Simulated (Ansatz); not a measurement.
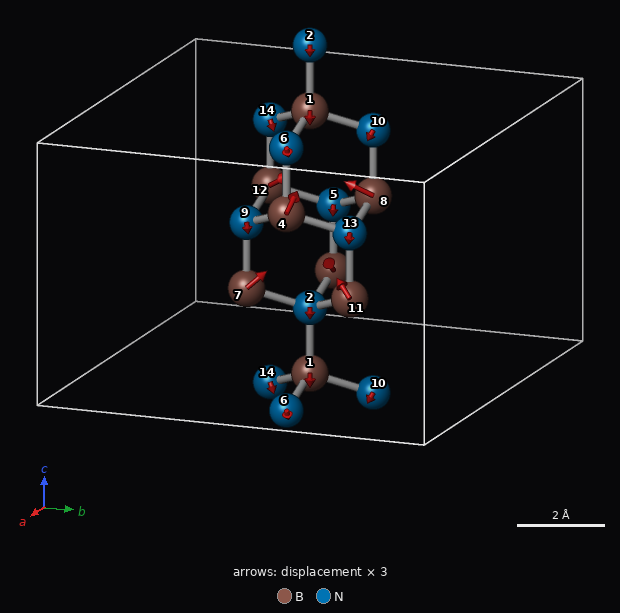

This is a relaxation of a wire of composition BN. The starting structure is drawn; red arrows show the displacements (the part carried along by the change of the cell is left out), magnified 3 times.

The picture is a ball-and-stick view of the cell of the calculation, with the vacuum cut short, seen slightly off an axis.

Case: wire along [1 1 1], 14 atoms a period.

Method: Ansatz, DFT PBE, scalar-relativistic, plane waves, PAW. Set-up: plane-wave cutoff 420 eV; k-point mesh 1 × 1 × 6; occupations gaussian; smearing width 0.05 eV; collinear spin; cell relaxed at fixed a, b, alpha, beta, gamma; force threshold 0.02 eV/Å; at most 45 steps.

### Which element moves most?

Boron: up to 0.26 Å, against 0.10 Å for nitrogen.

### What did the optimiser do to the structure, and how much energy did it gain?

The largest moves relative to the centre of the atoms, 0.26 Å, are those of B atoms. By element the largest moves are B 0.26 Å, N 0.10 Å. Along the periodic axis the drawn cell goes c 6.278 → 6.364 Å (+1.4 %). Some distances before and after: B–B 2.563 → 2.162 Å, B–B 2.563 → 2.252 Å, B–N 1.570 → 1.369 Å, B–N 1.570 → 1.514 Å. Among the angles between lasting bonds that change: B–N–B 109.5° → 87.5°, N–B–N 109.5° → 126.4°, B–N–B 109.5° → 97.1°. Over 7 accepted moves (8 points after the start) the energy falls by 5.175 eV per cell of the calculation. The largest force component goes from 4.6 to 0.0022 eV/Å. The SCF was repeated once at an unchanged geometry on a basis and grid sized afresh for the cell, which shifted the energy by 7.4 meV per cell of the calculation at most. The program noted that the starting moments weren't kept. The run may lie on a higher electronic state than the lowest, so the end point isn't shown to be the ground-state structure.
